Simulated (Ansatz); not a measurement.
Input

```
crystal:
  lattice:
    - [2.8672622327, 0.0, 0.0]
    - [-1.4336311163, 2.4831219328, 0.0]
    - [0.0, 0.0, 4.678083]
  atoms:
    - { symbol: Ti, position: [-0.0898888926, -0.0402718846, 0.0] }
    - { symbol: Al, position: [0.3333333333, 0.6666666667, 0.5] }
basis:
  ecutwfc: 500
kpoints:
  mp_grid: { grid: [18, 18, 10] }
hamiltonian:
  xc: r2scan
scf:
  occupations: { method: gaussian, width: 0.15 }
output:
  forces: true
  stress: true
  eigenvalues: true
  write_density: true
  write_potential: true
  elf: true
  volumetric_format: npy
```

Run with:

```sh
ansatz run input.yaml --threads 1 --pin off --max-ram 2560MiB --backend cpu --events-out ev --progress --plain --runs-dir out
```

Below, planes, directions and counts refer to the conventional cell (a = 2.87 Å, b = 4.68 Å, c = 2.87 Å, α = 90.00°, β = 120.00°, γ = 90.00°).

Space group Pm; a structure from a database of computed crystals, not necessarily the ambient phase; changed on purpose from its base cell (atom 1 (Ti) moved by (-0.200, -0.100) A along x and y); not relaxed (largest force 0.6 eV/Å); computed without spin polarisation.

Computed with Ansatz 0.2.0, DFT r2SCAN, scalar-relativistic, plane waves, PAW.

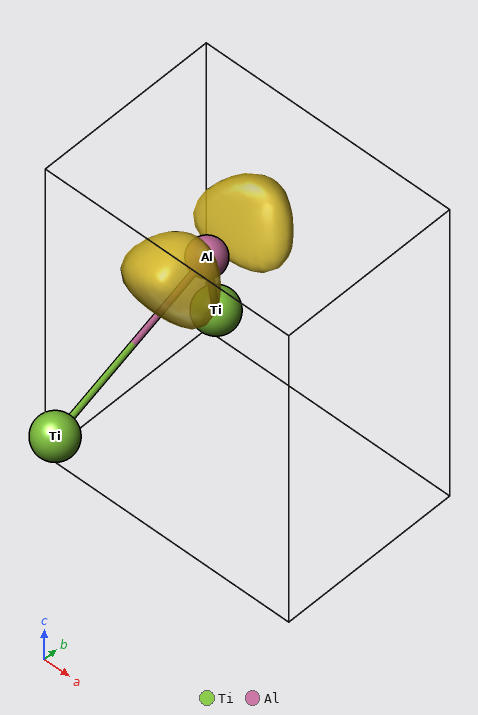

TiAl. Isosurface of the ELF at 0.75 (yellow), seen slightly off an axis. Only the valence region is drawn (cores and ρ < 0.01 e/Å³ removed). Sticks mark near contacts.

Core electrons are frozen (PAW), and the valence fields are smoothed inside the atomic spheres.

**Describe the localisation domains.**

The ELF exceeds this value in two pockets between the atoms, centred on no nucleus (multi-centre or interstitial), counted in one cell of 2 atoms. Any copies at cell faces, edges or corners count once. Along the contacts the grid gives the following. Ti–Al (2.74 Å): the ELF is about 0.40 at the midpoint. Ti–Ti (2.87 Å): the ELF is about 0.25 at the midpoint: no localised pair shows between them.
